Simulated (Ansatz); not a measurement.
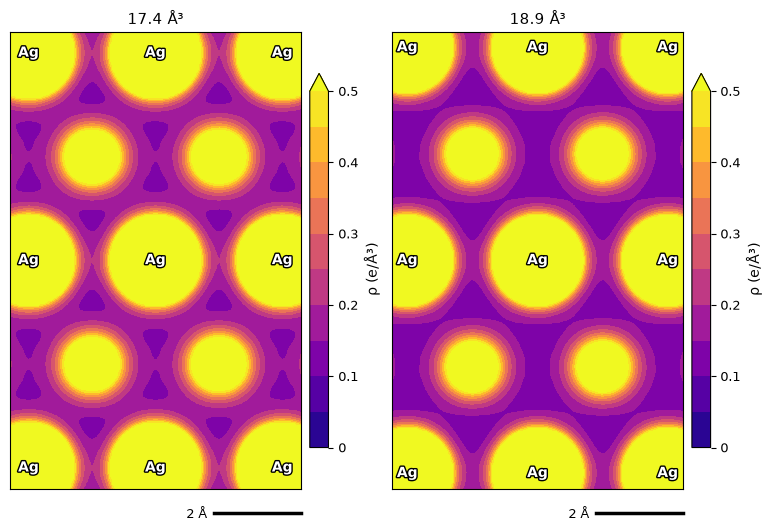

Ag. The valence pseudo-density of cells scaled evenly to different volumes (given per atom above each panel), on the (100) plane of each (indices in the axes of the cell below), at one length scale and on one colour scale.

These are results of Ansatz, Kohn-Sham DFT of a periodic cell, r2SCAN, Ansatz PAW, not measurements.

In a PAW calculation such maps are meaningful between the atoms, not at the nuclei.

The largest cell:

```xyz
2
Lattice="2.9875 0.0000 0.0000 -1.4937 2.5872 0.0000 0.0000 0.0000 4.8839" Properties=species:S:1:pos:R:3 pbc="T T T"
Ag    1.4937    0.8624    3.6630
Ag    0.0000    1.7248    1.2210
```

| volume (Å³/atom) | Ag–Ag contact in the plane (Å) | ρ at its midpoint (e/Å³) | pressure (GPa) | 
| --- | --- | --- | --- |
| 17.45 | 2.910 | 0.199 | −0.5 | 
| 18.52 | 2.969 | ? | ? | 
| 18.87 | 2.987 | 0.172 | −6.7 | 

What values belong in the row with question marks?

Answer. Over the known rows ln ρ falls by 1.89 per Å of Ag–Ag distance (the line through the two), which gives 0.178 e/Å³ at 2.969 Å; the calculation gives 0.178 e/Å³. For the pressure, a straight line in volume between the neighbouring rows gives −5.2 GPa; the calculation gives −5.5, lower because pressure rises ever faster on compression.
